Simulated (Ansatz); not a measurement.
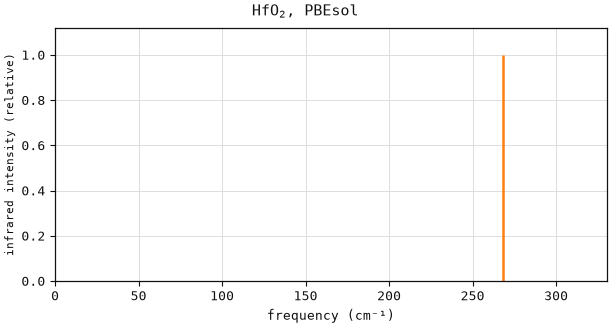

Plotted: infrared spectrum of the zone-centre phonons for HfO₂, space group Fm-3m (No. 225). The spectrum is scaled to its strongest line. These are zero-field (TO) frequencies; inactive modes don't show.

Structure:
```
Hf O
1.0
     0.00000    2.49529    2.49529
     2.49529    0.00000    2.49529
     2.49529    2.49529    0.00000
Hf O
1 2
Direct
  0.00000 0.00000 0.00000
  0.25000 0.25000 0.25000
  0.75000 0.75000 0.75000
```

Method: infrared-active and silent optical phonons at the zone centre of an insulator with atoms at rest in the given cell, intensity summed over the level, zero macroscopic field, imaginary frequencies are negative, field response on a mesh refined by the program; PAW (Ansatz 0.2.0). Level: PBEsol, no spin polarisation.

wave cutoff 420 eV; k mesh 8×8×8; occupations fixed; pressure 9 GPa.

Q: Which are the strongest infrared lines?

A: The strongest infrared line is at 268.1 cm⁻¹, the only infrared-active level.

The computed values:

| frequency (cm⁻¹) | degeneracy | infrared ((D/Å)²/amu) |
| --- | --- | --- |
| 268.1 | 3 | 79.3 |
| 608.3 | 3 | 0 |
